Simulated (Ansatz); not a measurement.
# Calculations on Si$_{215}$Se

### Relaxation

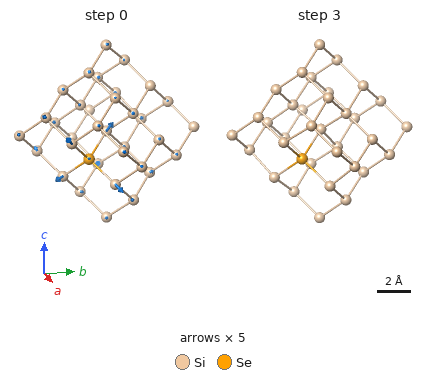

The structure of a defect cell of composition Si215Se (cell charge +2) before (left) and after (right) a relaxation, at one scale. The blue arrows give the displacements, magnified 5 times.

A ball-and-stick model of the atoms within 5.8 Å of the atom that moves most (axes of the cell of the calculation (origin shifted)), seen slightly off an axis.

Method: DFT, PBEsol, PAW, plane waves (Ansatz). Settings: plane-wave cutoff 420 eV; k-point mesh 1 × 1 × 1; mesh shifted by (0.25, 0.25, 0.25); no spin polarisation; atoms relaxed in a fixed cell; force threshold 0.03 eV/Å; at most 80 steps.

> Summarise the run.

A Si atom moves most: 0.17 Å roughly along [−1 1 1]. Largest moves by element: Si 0.17 Å, Se 0.03 Å. The cell stays as it was. Near-neighbour distances that change, for instance: Se–Si 2.327 → 2.506 Å, Se–Si 2.348 → 2.504 Å, Si–Si 2.407 → 2.349 Å, Si–Si 2.298 → 2.348 Å. Bond angles that change, for instance: Si–Si–Si 110.3° → 104.4°, Si–Si–Si 108.4° → 113.2°, Si–Si–Se 110.1° → 105.5°. After 3 geometry steps the energy has fallen by 2.407 eV per cell of the calculation. The largest force component goes from 1.4 to 0.026 eV/Å.

Limits of the set-up: the cell is charged, on a uniform background, and energies carry no finite-size correction.

### Relaxation

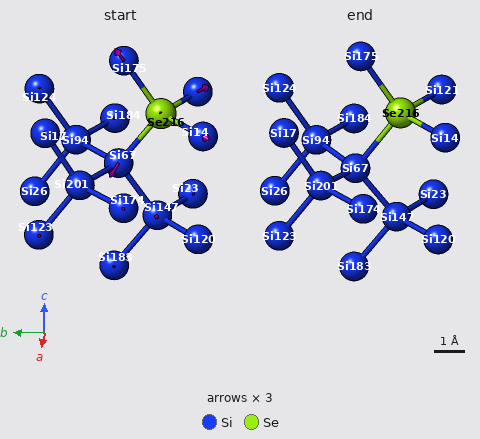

The structure of a defect cell of composition Si₂₁₅Se (cell charge −1) before (left) and after (right) a relaxation, at one scale. The purple arrows give the displacements, magnified 3 times.

Style: ball-and-stick. Shown: the atoms within 4.2 Å of the atom that moves most (axes of the cell of the calculation (origin shifted)), from a free direction.

The calculation used DFT, PBEsol, PAW, plane waves (Ansatz). Set-up: plane-wave cutoff 420 eV; k-point mesh 1 × 1 × 1; mesh shifted by (0.25, 0.25, 0.25); collinear spin; atoms relaxed in a fixed cell; force threshold 0.03 eV/Å; at most 80 steps.

Question: What changed between the two?

Answer: The largest moves, 0.21 Å, are those of Si67 and Si175. Si67 goes along [3 2 −3]. Largest moves by element: Si 0.21 Å, Se 0.03 Å. The cell stays as it was. Some distances before and after: Si67–Se216 2.327 → 2.548 Å, Si121–Se216 2.336 → 2.546 Å, Si175–Se216 2.361 → 2.544 Å, Si14–Se216 2.348 → 2.505 Å. Among the angles between lasting bonds that change: Si67–Si201–Si123 110.6° → 104.2°, Si94–Si67–Se216 109.9° → 103.9°, Si201–Si67–Se216 111.3° → 105.3°. Over 6 geometry steps the energy falls by 2.509 eV per cell of the calculation. The largest force component goes from 1.5 to 0.02 eV/Å. The program noted that the starting moments weren't kept.

Limits of the set-up: the cell is charged, on a uniform background, and energies carry no finite-size correction.

### Defect

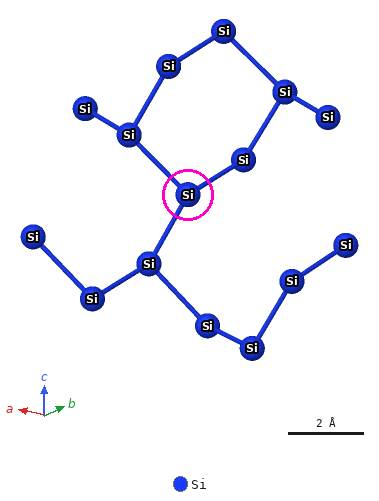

Perfect Si. The picture is a ball-and-stick view of the atoms within 4.6 Å of one point, in a slice 3.4 Å thick across the line of sight, seen from a free direction.

All numbers below come from Ansatz, DFT, PBEsol, PAW, plane waves. Set-up: plane-wave cutoff 420 eV; k-point mesh 1 × 1 × 1; mesh shifted by (0.25, 0.25, 0.25); no spin polarisation. Fermi-Dirac smearing of 0.01 eV. A uniform background neutralises the charged cell. The axes drawn are those of the host's conventional cell.

A silicon atom is replaced by selenium at the ringed place, in charge state +2. The supercell has 216 sites, and the atoms are relaxed at the host's cell.

Question: Predict the relaxed surroundings of the defect.

Answer: In the host the Si atom has 4 Si at 2.33 to 2.36 Å; the Se atom ends with 4 Si at 2.50 to 2.51 Å. Of the host's atoms, a silicon atom moves furthest from its site, by 0.17 Å. Relaxing the atoms from the host's sites lowers the energy by 2.41 eV.

The relaxed defect, seen from the same direction:

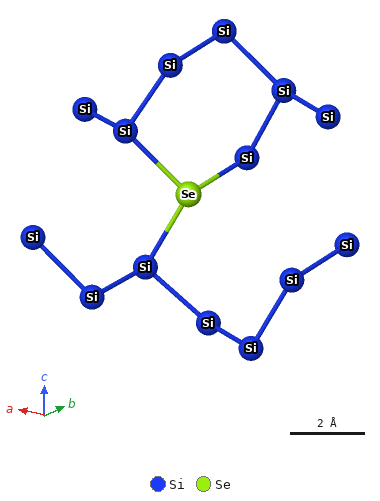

Limits of the set-up: the cell is charged, on a uniform background, and energies carry no finite-size correction.
